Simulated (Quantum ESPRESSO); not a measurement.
## SrO (Fm-3m): the optical phonon under strain

Aim: the phonon deformation potentials p and q of SrO (Fm-3m), tested on a biaxially strained cell.

Main program and level: Quantum ESPRESSO 7.5; DFT LDA, scalar-relativistic, plane waves, GBRV ultrasoft pseudopotentials.

The database entry behind the starting cell differs from later determinations by our own check (about 0.5 % short), so it need not match the best structure at ambient conditions.

**1. The relaxed structure**

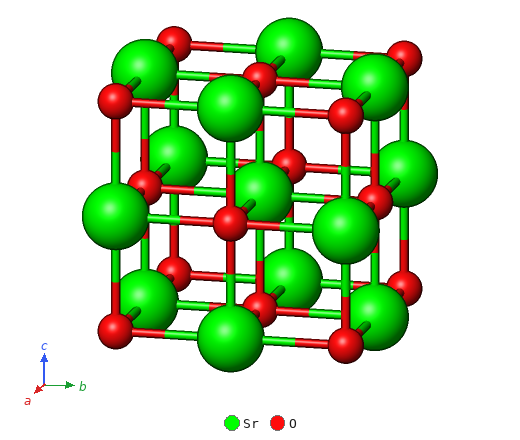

Start, viewed slightly off an axis; strontium green, oxygen red. This picture shows the conventional cell, with its axes. Some periodic images of atoms are drawn too.

Structure file:

```cif
data_structure
_symmetry_space_group_name_H-M 'P 1'
_symmetry_Int_Tables_number 1
_cell_length_a 3.5827
_cell_length_b 3.5827
_cell_length_c 3.5827
_cell_angle_alpha 60.000
_cell_angle_beta 60.000
_cell_angle_gamma 60.000
_cell_volume 32.52
loop_
_atom_site_label
_atom_site_type_symbol
_atom_site_fract_x
_atom_site_fract_y
_atom_site_fract_z
_atom_site_occupancy
Sr1 Sr 0.50000 0.50000 0.50000 1
O2 O 0.00000 0.00000 0.00000 1
```

This is the cell after its relaxation at this level of theory, not the database cell from which that began.

**2. Uniaxial strain**

The relaxed cell is stretched along z alone. This keeps all atoms on sites fixed by symmetry and splits the threefold mode into a singlet, polarised along z, and a doublet. The macroscopic field is left out, so these are transverse modes. Cutoff 55 Ry, k mesh 8×8×8.

From the response at ε_zz = 0.01:

The program printed:

```text
[banners, grids, parts of the stress and lines that vanish by symmetry left out]
Program PHONON v.7.5
     Reading xml data from directory:

[...]
Exchange-correlation= PZ
                           (   1   1   0   0   0   0   0)
[...]
kinetic-energy cut-off    =      55.0000  Ry
     charge density cut-off    =     440.0000  Ry
     convergence threshold     =      1.0E-18
[...]
Exchange-correlation= PZ
                           (   1   1   0   0   0   0   0)
[...]
q = (   0.0000000   0.0000000   0.0000000 )
     17 Sym.Ops. (with q -> -q+G )
     G cutoff =  516.0149  (  34569 G-vectors)     FFT grid: ( 45, 45, 45)
     G cutoff =  258.0075  (  12143 G-vectors)  smooth grid: ( 36, 36, 32)
     number of k points=    59
[...]
Mode symmetry, D_4h(4/mmm) point group:
[...]
Representation #   1 mode #   1
[...]
End of self-consistent calculation
     Convergence has been achieved
     Representation #   2 mode #   2
[...]
End of self-consistent calculation
     Convergence has been achieved
     Representation #   3 modes #   3   4
[...]
End of self-consistent calculation
     Convergence has been achieved
     Representation #   4 modes #   5   6
[...]
End of self-consistent calculation
     Convergence has been achieved
[...]
q = (    0.000000000   0.000000000   0.000000000 )
[...]
freq (    1) =      -0.267588 [THz] =      -8.925786 [cm-1]
     freq (    2) =      -0.267588 [THz] =      -8.925786 [cm-1]
     freq (    3) =      -0.229798 [THz] =      -7.665238 [cm-1]
     freq (    4) =       5.765980 [THz] =     192.332400 [cm-1]
     freq (    5) =       6.574851 [THz] =     219.313417 [cm-1]
     freq (    6) =       6.574851 [THz] =     219.313417 [cm-1]
[...]
Mode symmetry, D_4h(4/mmm) point group:
     freq (   1-   2) =         -8.9  [cm-1]   --> E_u  X_5' M_5'  I
     freq (   3-   3) =         -7.7  [cm-1]   --> A_2u X_4' M_4'  I
     freq (   4-   4) =        192.3  [cm-1]   --> A_2u X_4' M_4'  I
     freq (   5-   6) =        219.3  [cm-1]   --> E_u  X_5' M_5'  I

   JOB DONE.
```

| ε_zz | singlet (cm⁻¹) | doublet (cm⁻¹) | σ_zz (GPa) | σ_xx (GPa) |
| --- | --- | --- | --- | --- |
| -0.01 | 241.12 | 213.14 | -2.131 | -0.435 |
| -0.005 | 228.78 | 214.91 | -0.981 | -0.165 |
| 0 | 216.50 | 216.50 | 0.099 | 0.099 |
| 0.005 | 204.59 | 218.01 | 1.111 | 0.357 |
| 0.01 | 192.33 | 219.31 | 2.059 | 0.608 |

Stress is counted positive in tension.

**3. The fit**

To first order ω² − ω₀² = p ε_zz + q (ε_xx + ε_yy) for the mode along z, and likewise for x and y. With ε_zz alone the singlet gives p and the doublet q.

The linear terms of parabolas through ω² are p = -22.52 ω₀² and q = 2.85 ω₀², with ω₀ = 216.5 cm⁻¹. Those of the stresses are C11 = 209 GPa and C12 = 52 GPa. Under hydrostatic strain p and q imply γ = −(p + 2q)/(6 ω₀²) = 2.80.

A layer held to an in-plane strain ε and free along z takes ε_zz = −2 (C12/C11) ε = -0.498 ε. To first order the singlet then shifts by (q − p C12/C11) ε / ω₀ = 1831 ε cm⁻¹. For ε = 0.006, ε_zz = -0.00299, the formulas for ω² predict 227.23 cm⁻¹ for the singlet and 202.34 cm⁻¹ for the doublet.

**4. A biaxially strained cell**

This run was no part of the fit.

The program printed:

```text
[banners, grids, parts of the stress and lines that vanish by symmetry left out]
[banner, memory and clock lines left out]
Program PHONON v.7.5

[...]
Exchange-correlation= PZ
                           (   1   1   0   0   0   0   0)
[...]
kinetic-energy cut-off    =      55.0000  Ry
     charge density cut-off    =     440.0000  Ry
     convergence threshold     =      1.0E-18
[...]
Exchange-correlation= PZ
                           (   1   1   0   0   0   0   0)
[...]
q = (   0.0000000   0.0000000   0.0000000 )
     17 Sym.Ops. (with q -> -q+G )
     G cutoff =  512.4298  (  34515 G-vectors)     FFT grid: ( 45, 45, 45)
     G cutoff =  256.2149  (  12139 G-vectors)  smooth grid: ( 36, 36, 36)
     number of k points=    59
[...]
Mode symmetry, D_4h(4/mmm) point group:
[...]
Representation #   1 mode #   1
[...]
End of self-consistent calculation
     Convergence has been achieved
     Representation #   2 mode #   2
[...]
End of self-consistent calculation
     Convergence has been achieved
     Representation #   3 modes #   3   4
[...]
End of self-consistent calculation
     Convergence has been achieved
     Representation #   4 modes #   5   6
[...]
End of self-consistent calculation
     Convergence has been achieved
[...]
q = (    0.000000000   0.000000000   0.000000000 )
[...]
freq (    1) =      -0.263906 [THz] =      -8.802960 [cm-1]
     freq (    2) =      -0.221787 [THz] =      -7.398011 [cm-1]
     freq (    3) =      -0.221787 [THz] =      -7.398011 [cm-1]
     freq (    4) =       6.084974 [THz] =     202.972896 [cm-1]
     freq (    5) =       6.084974 [THz] =     202.972896 [cm-1]
     freq (    6) =       6.809133 [THz] =     227.128245 [cm-1]
[...]
Mode symmetry, D_4h(4/mmm) point group:
     freq (   1-   1) =         -8.8  [cm-1]   --> A_2u X_4' M_4'  I
     freq (   2-   3) =         -7.4  [cm-1]   --> E_u  X_5' M_5'  I
     freq (   4-   5) =        203.0  [cm-1]   --> E_u  X_5' M_5'  I
     freq (   6-   6) =        227.1  [cm-1]   --> A_2u X_4' M_4'  I
```

| mode | predicted (cm⁻¹) | run (cm⁻¹) |
| --- | --- | --- |
| singlet | 227.23 | 227.13 |
| doublet | 202.34 | 202.97 |

The stress along z is 0.091 GPa and that in the plane 1.452 GPa; the unstrained cell carries 0.099 GPa.

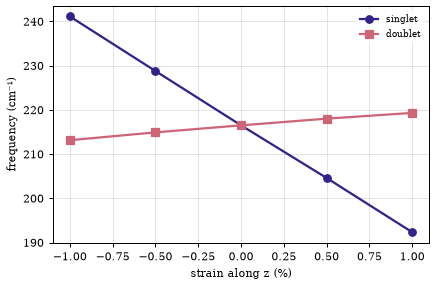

The two components under uniaxial strain.

**5. Results**

```yaml
p_in_units_of_the_squared_frequency: -22.52
q_same_units: 2.850
shift_of_the_singlet_per_unit_of_biaxial_strain: 1831 cm⁻¹
c11_and_c12: 209 and 52 GPa
```

**Reading.** To first order, one per cent of tensile biaxial strain moves the singlet of SrO (Fm-3m) by 18.3 cm⁻¹ and the doublet by -22.8 cm⁻¹; the formulas miss the test run by up to 0.63 cm⁻¹. In the rock-salt structure this mode is infrared active and has no first-order Raman line. The third potential, r, needs shear strain, which was not run. These are harmonic values at zero temperature.

[Host names and launcher messages were left out of these logs when they were recorded.]

[Logs are printed without paths, hosts, clocks, repeated set-up lines and the standing remarks that a program may print on its own settings, such as how far it seeks lower states.]

[Hosts, paths, dates, database ids (printed as entryN), source tags and the programs' standing remarks are cut or masked in the printed files.]
